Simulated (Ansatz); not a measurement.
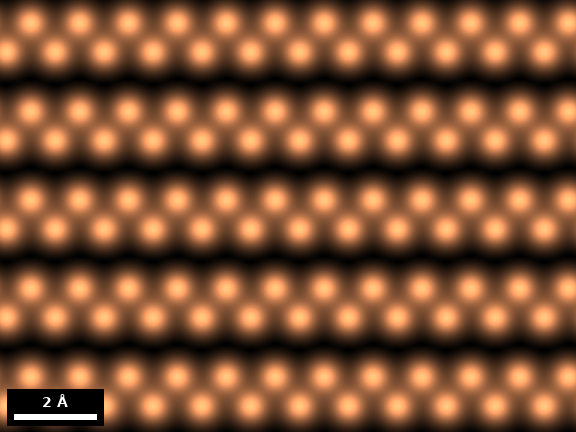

Projected-potential map of Ni. Computed as the sum of neutral-atom potentials (tabulated electron scattering factors, B = 0.8 Å²) projected along the beam and smoothed by 0.25 Å; brighter is more positive. The display is stretched by a gamma of 0.6; percentages refer to the linear signal.

Measure the repeat of the pattern.

Answer. The pattern repeats on a rectangular net of 1.2 × 2.2 Å.

Which plane group does this projection have?

Answer. p2mg: mirror lines in one direction, glide lines across them, twofold points on the glide lines.

How many columns does the smallest repeating cell hold, and how many levels of brightness?

Answer. 2 columns in the primitive cell of 2.6 Å², all of one brightness.

The crystal is Ni (P6_3/mmc, No. 194) seen along [102]. Structure: the end point of a relaxation at fixed volume with DFT PBE, spin-orbit coupling, plane waves, PAW (Ansatz); the starting structure was generated, so it need not be a known form of this composition.
